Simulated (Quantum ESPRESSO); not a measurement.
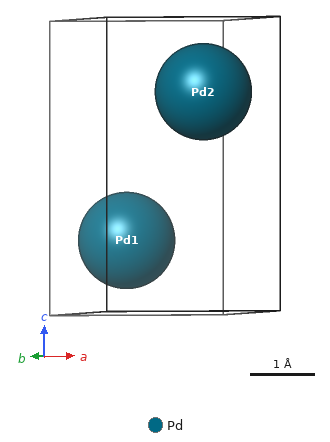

**Figure 1.** The starting structure (spheres-only view of the cell of the calculation, seen at an oblique angle; atoms are numbered from 1 in the order of the input). An atom can appear more than once, as a periodic image.

# Geometry relaxation, with input and output: Pd (part 1 of 2)

System: Pd (P6₃/mmc, 2 atoms in the cell).
Method: Kohn-Sham DFT of a periodic cell, PBEsol, GBRV 1.5 PBEsol, no spin polarisation (Quantum ESPRESSO 7.5).

The structure derives from a Materials Project entry.

## Input file
```
&CONTROL
  calculation = 'relax'
  prefix = 'pwscf'
  outdir = './tmp'
  pseudo_dir = './pseudo'
  tprnfor = .true.
  tstress = .true.
  disk_io = 'low'
  nstep = 40
  forc_conv_thr = 0.0004
  etot_conv_thr = 1d-05
/
&SYSTEM
  ibrav = 0
  nat = 2
  ntyp = 1
  ecutwfc = 45
  ecutrho = 360
  nbnd = 24
  occupations = 'smearing'
  smearing = 'fd'
  degauss = 0.00367493
/
&ELECTRONS
  conv_thr = 4d-10
  electron_maxstep = 120
  mixing_beta = 0.5
/
&IONS
  ion_dynamics = 'bfgs'
/
ATOMIC_SPECIES
Pd   106.4200 pd_pbesol_v1.4.uspp.F.UPF
CELL_PARAMETERS bohr
   5.2603645593    0.0000000000    0.0000000000
  -2.6301822796    4.5556093415    0.0000000000
   0.0000000000    0.0000000000    8.7473400302
ATOMIC_POSITIONS bohr
Pd    -0.0000000003    3.0370728945    2.1868350075
Pd     2.6301822799    1.5185364470    6.5605050226
K_POINTS automatic
11 11 6 0 0 0
```

Hardware: 2 threads of Intel Xeon (Sapphire Rapids), 192 GiB of memory available, shared host.

Command:
```bash
OMP_NUM_THREADS=1 mpirun -n 2 pw.x -nk 2 -in pw.in > pw.out
```

## Output
```
This program is part of the open-source Quantum ESPRESSO suite
     for quantum simulation of materials; please cite
         "P. Giannozzi et al., J. Phys.:Condens. Matter 21 395502 (2009);
         "P. Giannozzi et al., J. Phys.:Condens. Matter 29 465901 (2017);
         "P. Giannozzi et al., J. Chem. Phys. 152 154105 (2020);
          URL
     in publications or presentations arising from this work. More details at

     Message from routine setup:
     using ibrav=0 with symmetry is DISCOURAGED, use correct ibrav instead

     K-points division:     npool     =       2
     Subspace diagonalization in iterative solution of the eigenvalue problem:
     a serial algorithm will be used

     G-vector sticks info
     --------------------
     sticks:   dense  smooth     PW     G-vecs:    dense   smooth      PW
     Sum         685     349    109                24113     8545    1521

     Using Slab Decomposition

     bravais-lattice index     =            0
     lattice parameter (alat)  =       5.2604  a.u.
     unit-cell volume          =     209.6227 (a.u.)^3
     number of atoms/cell      =            2
     number of atomic types    =            1
     number of electrons       =        32.00
     number of Kohn-Sham states=           24
     kinetic-energy cutoff     =      45.0000  Ry
     charge density cutoff     =     360.0000  Ry
     scf convergence threshold =      4.0E-10
     mixing beta               =       0.5000
     number of iterations used =            8  plain     mixing
     energy convergence thresh.=      1.0E-05
     force convergence thresh. =      4.0E-04
     Exchange-correlation= SLA  PW   PSX  PSC
                           (   1   4  10   8   0   0   0)
     nstep                     =           40

     celldm(1)=   5.260365  celldm(2)=   0.000000  celldm(3)=   0.000000
     celldm(4)=   0.000000  celldm(5)=   0.000000  celldm(6)=   0.000000

     crystal axes: (cart. coord. in units of alat)
               a(1) = (   1.000000   0.000000   0.000000 )
               a(2) = (  -0.500000   0.866025   0.000000 )
               a(3) = (   0.000000   0.000000   1.662877 )

     reciprocal axes: (cart. coord. in units 2 pi/alat)
               b(1) = (  1.000000  0.577350 -0.000000 )
               b(2) = (  0.000000  1.154701  0.000000 )
               b(3) = (  0.000000 -0.000000  0.601367 )

     PseudoPot. # 1 for Pd read from file:
     pd_pbesol_v1.4.uspp.F.UPF
     Pseudo is Ultrasoft + core correction, Zval = 16.0
     Generated by new atomic code, or converted to UPF format
     Using radial grid of  887 points,  6 beta functions with:
                l(1) =   0
                l(2) =   0
                l(3) =   1
                l(4) =   1
                l(5) =   2
                l(6) =   2
     Q(r) pseudized with  8 coefficients,  rinner =    1.130   1.130   1.130
                                                       1.130   1.130

     atomic species   valence    mass     pseudopotential
     Pd               16.00   106.42000     Pd( 1.00)

     24 Sym. Ops., with inversion, found (12 have fractional translation)

   Cartesian axes

     site n.     atom                  positions (alat units)
         1        Pd     tau(   1) = (  -0.0000000   0.5773503   0.4157193  )
         2        Pd     tau(   2) = (   0.5000000   0.2886751   1.2471579  )

     number of k points=    64  Fermi-Dirac smearing, width (Ry)=  0.0037
                       cart. coord. in units 2pi/alat
        k(    1) = (   0.0000000   0.0000000   0.0000000), wk =   0.0027548
        k(    2) = (   0.0000000   0.0000000   0.1002279), wk =   0.0055096
        k(    3) = (   0.0000000   0.0000000   0.2004558), wk =   0.0055096
        k(    4) = (   0.0000000   0.0000000  -0.3006837), wk =   0.0027548
        k(    5) = (   0.0000000   0.1049728   0.0000000), wk =   0.0165289
        k(    6) = (   0.0000000   0.1049728   0.1002279), wk =   0.0330579
        k(    7) = (   0.0000000   0.1049728   0.2004558), wk =   0.0330579
        k(    8) = (   0.0000000   0.1049728  -0.3006837), wk =   0.0165289
        k(    9) = (   0.0000000   0.2099456   0.0000000), wk =   0.0165289
        k(   10) = (   0.0000000   0.2099456   0.1002279), wk =   0.0330579
        k(   11) = (   0.0000000   0.2099456   0.2004558), wk =   0.0330579
        k(   12) = (   0.0000000   0.2099456  -0.3006837), wk =   0.0165289
        k(   13) = (   0.0000000   0.3149183   0.0000000), wk =   0.0165289
        k(   14) = (   0.0000000   0.3149183   0.1002279), wk =   0.0330579
        k(   15) = (   0.0000000   0.3149183   0.2004558), wk =   0.0330579
        k(   16) = (   0.0000000   0.3149183  -0.3006837), wk =   0.0165289
        k(   17) = (   0.0000000   0.4198911   0.0000000), wk =   0.0165289
        k(   18) = (   0.0000000   0.4198911   0.1002279), wk =   0.0330579
        k(   19) = (   0.0000000   0.4198911   0.2004558), wk =   0.0330579
        k(   20) = (   0.0000000   0.4198911  -0.3006837), wk =   0.0165289
        k(   21) = (   0.0000000   0.5248639   0.0000000), wk =   0.0165289
        k(   22) = (   0.0000000   0.5248639   0.1002279), wk =   0.0330579
        k(   23) = (   0.0000000   0.5248639   0.2004558), wk =   0.0330579
        k(   24) = (   0.0000000   0.5248639  -0.3006837), wk =   0.0165289
        k(   25) = (   0.0909091   0.1574592   0.0000000), wk =   0.0165289
        k(   26) = (   0.0909091   0.1574592   0.1002279), wk =   0.0330579
        k(   27) = (   0.0909091   0.1574592   0.2004558), wk =   0.0330579
        k(   28) = (   0.0909091   0.1574592  -0.3006837), wk =   0.0165289
        k(   29) = (   0.0909091   0.2624319   0.0000000), wk =   0.0330579
        k(   30) = (   0.0909091   0.2624319   0.1002279), wk =   0.0661157
        k(   31) = (   0.0909091   0.2624319   0.2004558), wk =   0.0661157
        k(   32) = (   0.0909091   0.2624319  -0.3006837), wk =   0.0330579
        k(   33) = (   0.0909091   0.3674047   0.0000000), wk =   0.0330579
        k(   34) = (   0.0909091   0.3674047   0.1002279), wk =   0.0661157
        k(   35) = (   0.0909091   0.3674047   0.2004558), wk =   0.0661157
        k(   36) = (   0.0909091   0.3674047  -0.3006837), wk =   0.0330579
        k(   37) = (   0.0909091   0.4723775   0.0000000), wk =   0.0330579
        k(   38) = (   0.0909091   0.4723775   0.1002279), wk =   0.0661157
        k(   39) = (   0.0909091   0.4723775   0.2004558), wk =   0.0661157
        k(   40) = (   0.0909091   0.4723775  -0.3006837), wk =   0.0330579
        k(   41) = (   0.0909091   0.5773503   0.0000000), wk =   0.0165289
        k(   42) = (   0.0909091   0.5773503   0.1002279), wk =   0.0330579
        k(   43) = (   0.0909091   0.5773503   0.2004558), wk =   0.0330579
        k(   44) = (   0.0909091   0.5773503  -0.3006837), wk =   0.0165289
        k(   45) = (   0.1818182   0.3149183   0.0000000), wk =   0.0165289
        k(   46) = (   0.1818182   0.3149183   0.1002279), wk =   0.0330579
        k(   47) = (   0.1818182   0.3149183   0.2004558), wk =   0.0330579
        k(   48) = (   0.1818182   0.3149183  -0.3006837), wk =   0.0165289
        k(   49) = (   0.1818182   0.4198911   0.0000000), wk =   0.0330579
        k(   50) = (   0.1818182   0.4198911   0.1002279), wk =   0.0661157
        k(   51) = (   0.1818182   0.4198911   0.2004558), wk =   0.0661157
        k(   52) = (   0.1818182   0.4198911  -0.3006837), wk =   0.0330579
        k(   53) = (   0.1818182   0.5248639   0.0000000), wk =   0.0330579
        k(   54) = (   0.1818182   0.5248639   0.1002279), wk =   0.0661157
        k(   55) = (   0.1818182   0.5248639   0.2004558), wk =   0.0661157
        k(   56) = (   0.1818182   0.5248639  -0.3006837), wk =   0.0330579
        k(   57) = (   0.2727273   0.4723775   0.0000000), wk =   0.0165289
        k(   58) = (   0.2727273   0.4723775   0.1002279), wk =   0.0330579
        k(   59) = (   0.2727273   0.4723775   0.2004558), wk =   0.0330579
        k(   60) = (   0.2727273   0.4723775  -0.3006837), wk =   0.0165289
        k(   61) = (   0.2727273   0.5773503   0.0000000), wk =   0.0165289
        k(   62) = (   0.2727273   0.5773503   0.1002279), wk =   0.0330579
        k(   63) = (   0.2727273   0.5773503   0.2004558), wk =   0.0330579
        k(   64) = (   0.2727273   0.5773503  -0.3006837), wk =   0.0165289

     Dense  grid:    24113 G-vectors     FFT dimensions: (  32,  32,  54)

     Smooth grid:     8545 G-vectors     FFT dimensions: (  24,  24,  40)

     Initial potential from superposition of free atoms

     starting charge      31.0000, renormalised to      32.0000

     negative rho (up, down):  1.555E-01 0.000E+00
     Starting wfcs are   24 randomized atomic wfcs

     Self-consistent Calculation

     iteration #  1     ecut=    45.00 Ry     beta= 0.50
     Davidson diagonalization with overlap
     ethr =  1.00E-02,  avg # of iterations =  5.1

     negative rho (up, down):  1.541E-01 0.000E+00

     total energy              =    -396.48633838 Ry
     estimated scf accuracy    <       2.50117303 Ry

     iteration #  2     ecut=    45.00 Ry     beta= 0.50
     Davidson diagonalization with overlap
     ethr =  7.82E-03,  avg # of iterations =  2.0

     negative rho (up, down):  1.557E-01 0.000E+00

     total energy              =    -397.18116872 Ry
     estimated scf accuracy    <       0.43198306 Ry

     iteration #  3     ecut=    45.00 Ry     beta= 0.50
     Davidson diagonalization with overlap
     ethr =  1.35E-03,  avg # of iterations =  2.1

     negative rho (up, down):  1.564E-01 0.000E+00

     total energy              =    -397.27035197 Ry
     estimated scf accuracy    <       0.00342645 Ry

     iteration #  4     ecut=    45.00 Ry     beta= 0.50
     Davidson diagonalization with overlap
     ethr =  1.07E-05,  avg # of iterations =  2.9

     negative rho (up, down):  1.566E-01 0.000E+00

     total energy              =    -397.27085895 Ry
     estimated scf accuracy    <       0.00025385 Ry

     iteration #  5     ecut=    45.00 Ry     beta= 0.50
     Davidson diagonalization with overlap
     ethr =  7.93E-07,  avg # of iterations =  2.2

     negative rho (up, down):  1.569E-01 0.000E+00

     total energy              =    -397.27090318 Ry
     estimated scf accuracy    <       0.00000173 Ry

     iteration #  6     ecut=    45.00 Ry     beta= 0.50
     Davidson diagonalization with overlap
     ethr =  5.41E-09,  avg # of iterations =  2.0

     negative rho (up, down):  1.569E-01 0.000E+00

     total energy              =    -397.27090359 Ry
     estimated scf accuracy    <          9.1E-09 Ry

     iteration #  7     ecut=    45.00 Ry     beta= 0.50
     Davidson diagonalization with overlap
     ethr =  2.86E-11,  avg # of iterations =  2.6

     negative rho (up, down):  1.569E-01 0.000E+00

     total energy              =    -397.27090359 Ry
     estimated scf accuracy    <          3.5E-09 Ry

     iteration #  8     ecut=    45.00 Ry     beta= 0.50
     Davidson diagonalization with overlap
     ethr =  1.10E-11,  avg # of iterations =  1.2

     negative rho (up, down):  1.569E-01 0.000E+00

     End of self-consistent calculation

          k = 0.0000 0.0000 0.0000 (  1099 PWs)   bands (ev):

   -32.5027 -32.2747 -32.2747 -32.2302 -32.2302 -32.1786  10.4107  12.3108
    14.5535  14.7405  14.7405  15.0701  15.0701  15.7253  15.7253  17.0671
    17.0671  18.1605  23.8840  34.7850  36.4759  37.2784  39.2834  39.2834

          k = 0.0000 0.0000 0.1002 (  1081 PWs)   bands (ev):

   -32.4814 -32.2716 -32.2716 -32.2332 -32.2332 -32.2007  10.6437  12.3435
    14.4934  14.6902  14.6902  14.9995  14.9995  15.8937  15.8937  17.0352
    17.0352  17.1903  25.2295  34.3817  36.5186  36.7518  39.0978  39.0978

          k = 0.0000 0.0000 0.2005 (  1069 PWs)   bands (ev):

   -32.4228 -32.2635 -32.2635 -32.2608 -32.2413 -32.2413  11.2785  12.3526
    14.3952  14.6453  14.6453  14.8416  14.8416  15.6012  16.2583  16.2583
    16.9036  16.9036  27.9813  33.4202  35.6469  35.8434  39.0318  39.0318

          k = 0.0000 0.0000-0.3007 (  1074 PWs)   bands (ev):

   -32.3422 -32.3422 -32.2524 -32.2524 -32.2524 -32.2524  12.0224  12.0224
    14.5890  14.5890  14.6990  14.6990  14.6990  14.6990  16.6328  16.6328
    16.6328  16.6328  31.0350  31.0350  35.2824  35.2824  39.4637  39.4637

          k = 0.0000 0.1050 0.0000 (  1079 PWs)   bands (ev):

   -32.4940 -32.2966 -32.2815 -32.2529 -32.2343 -32.1817  10.6692  12.4916
    14.4031  14.8601  14.9105  15.0019  15.2268  15.5153  15.6217  16.2311
    17.1106  19.3416  23.8955  34.6165  36.5479  36.7684  37.6360  38.6198

          k = 0.0000 0.1050 0.1002 (  1077 PWs)   bands (ev):

   -32.4743 -32.2928 -32.2783 -32.2586 -32.2375 -32.2001  10.8961  12.5346
    14.4114  14.6965  14.8436  14.8722  15.1507  15.7186  15.8173  16.0769
    17.0672  18.4656  25.3248  34.3967  36.2101  36.7441  37.7442  37.7913

          k = 0.0000 0.1050 0.2005 (  1081 PWs)   bands (ev):

   -32.4204 -32.2849 -32.2813 -32.2697 -32.2461 -32.2407  11.5168  12.5721
    14.3706  14.5383  14.5867  14.7884  14.9892  15.3194  16.2102  16.2830
    16.9090  17.4115  28.1211  33.6273  35.4859  35.7977  37.5445  38.1552

          k = 0.0000 0.1050-0.3007 (  1070 PWs)   bands (ev):

   -32.3477 -32.3477 -32.2662 -32.2662 -32.2579 -32.2579  12.2560  12.2560
    14.3022  14.3022  14.7513  14.7513  14.8432  14.8432  16.6096  16.6096
    16.7875  16.7875  31.2055  31.2055  35.2192  35.2192  38.0596  38.0596

          k = 0.0000 0.2099 0.0000 (  1072 PWs)   bands (ev):

   -32.4696 -32.3555 -32.3129 -32.2994 -32.2456 -32.1912  11.3783  12.8864
    14.1687  14.7143  14.7528  15.3045  15.3771  15.3900  15.6665  15.6782
    17.1953  21.1248  23.9640  32.2622  35.3633  36.2820  36.8400  37.3448

          k = 0.0000 0.2099 0.1002 (  1076 PWs)   bands (ev):

   -32.4564 -32.3478 -32.3204 -32.2958 -32.2492 -32.2050  11.5735  12.9570
    14.2056  14.4716  14.6362  15.1883  15.2708  15.5517  15.7538  15.8866
    17.1275  19.8655  25.6601  32.4296  35.6397  35.6817  36.1803  37.4624

          k = 0.0000 0.2099 0.2005 (  1077 PWs)   bands (ev):

   -32.4221 -32.3451 -32.3222 -32.2860 -32.2591 -32.2412  12.1074  13.0782
    14.0223  14.2894  14.3981  15.0593  15.1397  15.3963  16.1530  16.4007
    16.9164  18.2922  28.5362  32.9093  34.5100  34.7667  36.4586  37.0577

          k = 0.0000 0.2099-0.3007 (  1086 PWs)   bands (ev):

   -32.3801 -32.3801 -32.2854 -32.2854 -32.2726 -32.2726  12.7792  12.7792
    13.9606  13.9606  14.6942  14.6942  15.2264  15.2264  16.5723  16.5723
    17.1695  17.1695  31.6621  31.6621  33.7157  33.7157  37.0418  37.7724

          k = 0.0000 0.3149 0.0000 (  1060 PWs)   bands (ev):

   -32.4339 -32.4329 -32.3901 -32.3223 -32.2609 -32.2074  12.2454  12.9741
    13.8662  14.3243  14.7189  15.1023  15.3579  16.0462  16.0806  16.2950
    17.2641  23.0634  24.1871  28.9390  33.2787  34.5978  35.9445  37.0077

          k = 0.0000 0.3149 0.1002 (  1067 PWs)   bands (ev):

   -32.4567 -32.4039 -32.3872 -32.3182 -32.2651 -32.2166  12.3189  13.0580
    13.8512  14.2406  14.6189  15.1725  15.5212  16.1193  16.1263  16.2333
    17.1773  21.1941  26.3374  29.1844  33.6292  33.6438  35.9141  37.3186

          k = 0.0000 0.3149 0.2005 (  1069 PWs)   bands (ev):

   -32.4599 -32.4224 -32.3386 -32.3070 -32.2763 -32.2440  12.5422  13.1890
    13.6330  14.0795  14.7891  15.3700  15.4676  15.9532  16.3733  16.6377
    16.9488  19.2269  29.0491  29.9530  32.2303  34.6835  34.9546  37.1523

          k = 0.0000 0.3149-0.3007 (  1082 PWs)   bands (ev):

   -32.4457 -32.4457 -32.2917 -32.2917 -32.2868 -32.2868  12.8979  12.8979
    13.8004  13.8004  15.1610  15.1610  15.6540  15.6540  16.6528  16.6528
    17.6860  17.6860  30.6794  30.6794  32.4557  32.4557  36.2573  36.2573

          k = 0.0000 0.4199 0.0000 (  1072 PWs)   bands (ev):

   -32.5043 -32.4597 -32.3942 -32.3429 -32.2753 -32.2290  12.6032  12.8255
    13.2647  14.8780  14.8923  15.0666  15.1095  16.7865  16.9515  17.3019
    17.3228  24.3703  25.0245  26.1303  31.6105  32.5783  33.0256  35.9872

          k = 0.0000 0.4199 0.1002 (  1064 PWs)   bands (ev):
```
